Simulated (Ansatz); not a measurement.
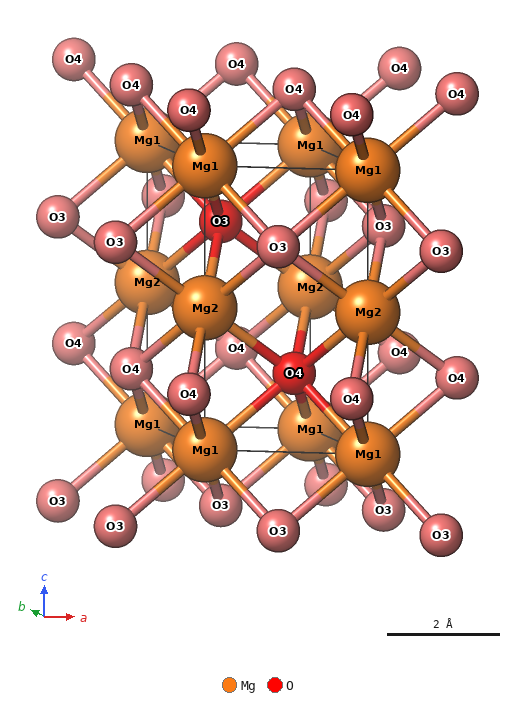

Fig. 1: The structure (ball-and-stick view of the cell of the calculation, seen slightly off an axis; neighbours outside the cell are drawn fainter; atoms are numbered from 1 in the order of the input).

Band-structure calculation, with input and output: MgO

The run: band-structure calculation of MgO (P6₃/mmc, 4 atoms in the cell). Method and program: DFT PBE, scalar-relativistic, plane waves, PAW, no spin polarisation (Ansatz 0.2.0).

The structure was made by a generator, so it may or may not be a known phase. Figures and captions count atoms from 1; the log counts them from 0 in places.

### The input
```yaml
crystal:
  lattice:
    - [2.9579766132, 0.0, 0.0]
    - [-1.4789883066, 2.5616828908, 0.0]
    - [0.0, 0.0, 5.1561884759]
  atoms:
    - { symbol: Mg, position: [0.0, 0.0, 0.0] }
    - { symbol: Mg, position: [0.0, 0.0, 0.5] }
    - { symbol: O, position: [0.3333333333, 0.6666666667, 0.75] }
    - { symbol: O, position: [0.6666666667, 0.3333333333, 0.25] }
basis:
  ecutwfc: 420
kpoints:
  mp_grid: { grid: [12, 12, 6] }
  band_path:
    path:
      - [[0.0, 0.0, 0.0], [0.5, 0.0, 0.0], [0.33333333, 0.33333333, 0.0], [0.0, 0.0, 0.0], [0.0, 0.0, 0.5], [0.5, 0.0, 0.5], [0.33333333, 0.33333333, 0.5], [0.0, 0.0, 0.5]]
      - [[0.5, 0.0, 0.5], [0.5, 0.0, 0.0]]
      - [[0.33333333, 0.33333333, 0.5], [0.33333333, 0.33333333, 0.0]]
    npoints: 14
hamiltonian:
  xc: pbe
scf:
  occupations: { method: gaussian, width: 0.02 }
  n_extra_bands: 10
output:
  forces: true
  stress: true
  eigenvalues: true
  populations: true
  dos: { projected: true, de: 0.02, nscf_kmesh: { grid: [18, 18, 9] } }
  bader: true
  write_density: true
  write_potential: true
  elf: true
  volumetric_format: npy
```

Hardware: 1 thread of Arm Neoverse V1, 24 GiB of memory available, shared host.

Launched with:
```bash
ansatz run input.yaml --threads 1 --pin off --max-ram 2048MiB --backend cpu --events-out ev --progress --plain --runs-dir out
```

### What the program printed
```
scf.n_extra_bands = 10 over 16 filled bands (N_el = 32.0): the run solves 26 bands
Engine: ansatz 0.2.0, aarch64-unknown-linux-gnu
Pseudopotentials: kind: paw
Pseudopotential: Mg, paw, valence charge 10, recommended cutoff 420 eV (normal), Mg.paw.azcp
Pseudopotential: O, paw, valence charge 6, recommended cutoff 420 eV (normal), O.paw.azcp
Functional definition: PBE
  parameter kappa = 0.804
  parameter beta = 0.06672455060314922
  exchange = pbe_x(kappa = kappa, mu = beta*pi^2/3)
  correlation = pbe_c(beta = beta)
Crystal: 4 atoms, lattice volume = 39.070 Å³
Basis set: ecut = 420 eV, 749 PW (Γ), exchange–correlation on 40×40×72 points (8 copies of the dense FFT grid, shifted against one another)
Bands: 26, of which v1, the nominal top of the filled ones, is band 16 counted from 1 (15 counted from 0)
Symmetry: 24 space group operations
Space group: P63/mmc (ITA 194), of the structure as read, at distance tolerance 3.4e-5 Å
k-points: 76 of 864
Non-local potential: Mg, projectors of the file, l = 0: 3, l = 1: 2, l = 2: 1
Non-local potential: O, projectors of the file, l = 0: 2, l = 1: 2, l = 2: 1
PAW form: soft (Blöchl's): semilocal exchange-correlation on the pseudo side does not see the compensation charge
PAW one-centre angular grid: Mg, 110 points (default); XC on 64 Gauss nodes
PAW one-centre angular grid: O, 110 points (default); XC on 64 Gauss nodes
Initial density: superposition of atomic densities (neutral atoms: chi_scale 0, normalization atom), corrected by the library's trained network
Initial wavefunctions: pseudopotential atomic-orbital guess
Functional: x = pbe(κ = 0.804, μ = 0.2195149727645171), c = pbe(β = 0.06672455060314922)
SCF iter   1: F=—  HF=-4987.680650 eV  |F-HF|=—  |Δ(HF+E_count)|=         —  Δρ=1.57e-3  dr2=6.04e-4  ethr=1.77e-3  ⟨swp⟩=6.0  Hψ=9270  notcnv=0  defer=21
preconditioner: auto → none  [insulator: Δε(μ)=4.118 eV  Ē_g=19.250 eV  σ=0.020 eV  W_gap=1.00  n_scr=10 (ndim 8)  ℏωp=23.8 eV  f_vac=0.000  D(μ)=0.00/eV (n_scr^D=0)  ε∞_Penn≈2.5]
SCF iter   2: F=—  HF=-4987.681429 eV  |F-HF|=—  |Δ(HF+E_count)|=   7.79e-4  Δρ=6.87e-4  dr2=1.20e-4  ethr=1.89e-6  ⟨swp⟩=2.8  Hψ=3862  notcnv=0  defer=174
SCF iter   3: F=—  HF=-4987.681508 eV  |F-HF|=—  |Δ(HF+E_count)|=   7.82e-5  Δρ=1.15e-4  dr2=1.70e-6  ethr=3.76e-7  ⟨swp⟩=2.0  Hψ=2224  notcnv=0  defer=174
SCF iter   4: F=—  HF=-4987.681443 eV  |F-HF|=—  |Δ(HF+E_count)|=   6.48e-5  Δρ=3.00e-5  dr2=1.37e-7  ethr=5.31e-9  ⟨swp⟩=2.0  Hψ=2766  notcnv=0  defer=174
iter 5 did not close the SCF: its close was put off for the readings that it lacked (scf_convergence_deferred on its scf_iter line)
SCF iter   5: F=-4987.681443 eV  HF=-4987.681443 eV  |F-HF|=2.43e-9  |Δ(HF+E_count)|=   3.22e-7  Δρ=4.69e-6  dr2=7.00e-9  ethr=4.29e-10  ⟨swp⟩=2.9  Hψ=2875  notcnv=0  defer=174
SCF iter   6: F=-4987.681443 eV  HF=-4987.681443 eV  |F-HF|=2.73e-12  |Δ(HF+E_count)|=  6.63e-10  Δρ=7.32e-7  dr2=1.12e-10  ethr=2.19e-11  ⟨swp⟩=8.5  Hψ=10956  notcnv=0
SCF 1 converged in 6 iterations: F = -4987.681443 eV  dr2 = 1.12e-10
  greatest PAW one-centre occupation: 1.000 electrons in one spin orbital (limit 2), on the Mg atom at site 1 (counted from 0), in its partial waves of l = 0
```

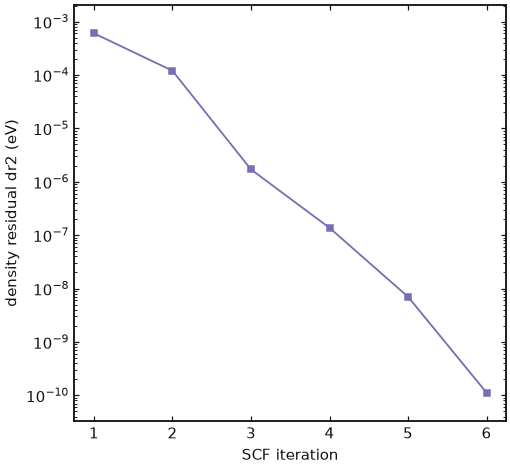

Fig. 2: Convergence of the self-consistent field: density residual dr2 against the SCF iteration. The residual falls at every step.

```
NSCF: frozen V_eff on 129 k-points
NSCF: frozen V_eff on 185 k-points
SCF converged after 6 iterations
Free energy (F): -4987.681443 eV
Harris-Foulkes:  -4987.681443 eV  (|F-HF|=2.73e-12)
Internal energy: -4987.681443 eV  (E = F + TS)
E sigma→0 (E₀):  -4987.681443 eV
Fermi energy:    9.824091 eV
--- Per-component energies (eV) ---
  E_band       = -605.982481
  E_kinetic    = 509.251681
  E_local      = -3286.014260  (includes V_loc(G=0)·N_el)
  E_nonlocal   = 285.570676
  E_hartree    = 1139.697516
  E_xc         = -209.845985
  E_vxc        = -268.861018  (∫ρ·V_xc dr)
  E_paw        = -900.091385  (= ΣΔE_a)
  E_vpaw       = -125.329176  (= ΣTr[D̂ρ^β])
  E_aug_tail   = 0.004885  (compensation charges beyond the density's cutoff)
  E_ewald      = -2526.254572
  E_smearing   = -0.000000  (= −TS)
  E_closure    = -0.000000  (closes the sum)
  Σ components = -4987.681443   (vs F -4987.681443, Δ=0.00e0)
--- Forces (eV/Å), atoms counted from 1 ---
  atom   1  Mg    -0.00000000    -0.00000000     0.00000000
  atom   2  Mg    -0.00000000    -0.00000000     0.00000000
  atom   3  O     -0.00000000    -0.00000000     0.00000000
  atom   4  O      0.00000000     0.00000000     0.00000000
  max |Σ_I F_I| component: 9.25e-18 eV/Å
--- Stress (GPa, compression-positive) ---
        0.013438       0.000000       0.000000
       -0.000000       0.013438       0.000000
        0.000000       0.000000       0.047132
  P = ⅓ Tr σ = 0.0247 GPa (0.247 kbar)
--- Band table (eV; the first three rows and the last of 76) ---
  k-point 0: bands = ["-65.0373", "-65.0197", "-31.8919", "-31.7575", "-31.7575", "-31.7410", "-31.7410", "-31.7249", "-9.4288", "-8.3713", "2.9714", "7.2652", "7.2744", "7.2744", "7.7587", "7.7587", "11.8894", "15.6579", "19.1006", "20.5927", "24.5440", "24.5440", "24.7164", "24.7164", "25.9219", "25.9219"]
  k-point 1: bands = ["-65.0361", "-65.0209", "-31.8808", "-31.7564", "-31.7564", "-31.7421", "-31.7421", "-31.7362", "-9.3666", "-8.4529", "3.1944", "6.8127", "7.3057", "7.3057", "7.7251", "7.7251", "12.3392", "15.5405", "19.0808", "20.4115", "24.4425", "24.4425", "24.4526", "24.4526", "26.4887", "26.4887"]
  k-point 2: bands = ["-65.0329", "-65.0241", "-31.8505", "-31.7670", "-31.7534", "-31.7534", "-31.7451", "-31.7451", "-9.1913", "-8.6662", "3.8218", "5.8240", "7.3913", "7.3913", "7.6334", "7.6334", "13.3114", "15.1167", "19.1476", "19.9585", "24.1759", "24.1759", "24.2412", "24.2412", "27.5708", "27.6362"]
  k-point 75: bands = ["-65.0217", "-65.0217", "-31.7947", "-31.7947", "-31.7945", "-31.7945", "-31.7926", "-31.7926", "-7.9829", "-7.9829", "4.3599", "4.3599", "4.8566", "4.8566", "6.6706", "6.6706", "17.2769", "17.2769", "19.5122", "19.5122", "19.5359", "19.5359", "23.2595", "23.2595", "27.8049", "27.8049"]
--- Löwdin populations: 4 sites ---
  site symbol       q [e]
     0     Mg      8.4724
     1     Mg      8.4724
     2      O      7.3792
     3      O      7.3792
  spilling = 0.009273 (of n_electrons = 32.000000)
--- Bader charges: 4 sites ---
  site symbol  charge [e]  shift [e]
     0     Mg      1.7058     0.0038
     1     Mg      1.7058     0.0038
     2      O     -1.7058     0.0038
     3      O     -1.7058     0.0038
  estimated error of the sums over rays = 3.2e-4 e
```

### File bader_charges.tsv
```
# site	symbol	x_ang	y_ang	z_ang	partial_charge_e	electrons	volume_ang3	relative_density_drop	shared_charge_e	partial_wave_shift_e
# quadrature_error_electrons = 3.2e-4
0	Mg	0.0000	0.0000	0.0000	1.70581	10.29419	4.72	-	1.70581	0.00379
1	Mg	0.0000	0.0000	2.5781	1.70582	10.29418	4.72	-	1.70582	0.00379
2	O	0.0000	1.7078	3.8671	-1.70582	9.70582	14.81	-	-1.70582	0.00379
3	O	1.4790	0.8539	1.2890	-1.70582	9.70582	14.81	-	-1.70582	0.00379
```

### File populations.tsv
```
# site	symbol	l	j	q
# orbitals = lowdin
# n_electrons = 32.000000
# spilling = 0.009273
0	Mg	0_2S	-	1.995181
0	Mg	0_3S	-	0.477503
0	Mg	1_2P	-	5.999752
1	Mg	0_2S	-	1.995181
1	Mg	0_3S	-	0.477503
1	Mg	1_2P	-	5.999752
2	O	0_2S	-	1.857935
2	O	1_2P	-	5.521257
3	O	0_2S	-	1.857935
3	O	1_2P	-	5.521257
```

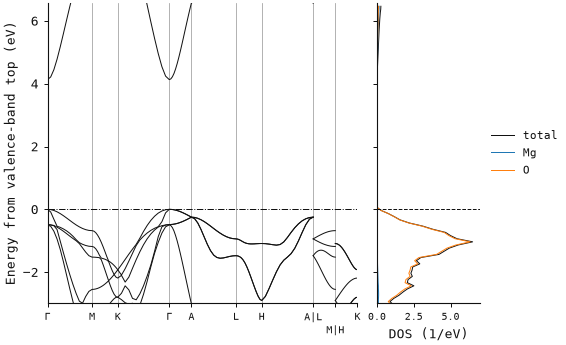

Fig. 3: Band structure along Γ–M–K–Γ–A–L–H–A|L–M|H–K and density of states (projected on Löwdin-orthogonalised atomic shells), with energies from the valence-band top. There is a gap of 4.13 eV on this path, direct, at Γ.

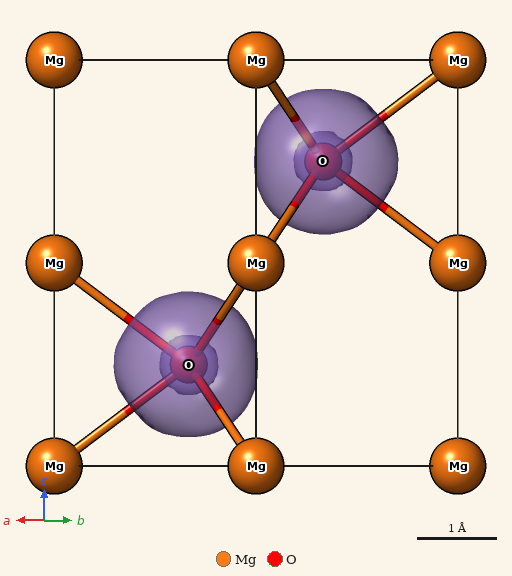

Fig. 4: Isosurface of the electron localisation function at 0.7 (purple), seen along [110]. Core shells and regions of very low density are left out. Sticks mark near contacts. The outline is the cell set on symmetry axes. Profiles from the grid: Mg–O (2.14 Å): the ELF is about 0.35 at the midpoint (two separate closed shells). The fields are those of the smooth PAW valence density.

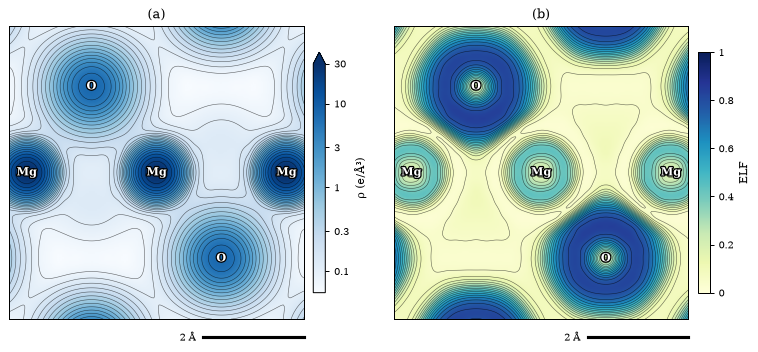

Fig. 5: (a) valence pseudo-density; (b) ELF on the (110) plane of the conventional cell. Atoms in the plane: Mg and O. Away from the nuclei the density in this plane falls to 0.06 e/Å³ at its lowest.

### Summary

```tsv
quantity	value
outcome	converged
space group (tolerance 0.01 Å)	P6₃/mmc (194)
electrons treated	32
free energy	−4987.6814 eV
Fermi energy	9.824 eV
gap on the k-point mesh	4.13 eV
gap on the band path	4.13 eV
pressure	0.02 GPa
largest force (length of the vector)	under 0.001 eV/Å
wall time	26 s
peak memory	0.34 GiB
```
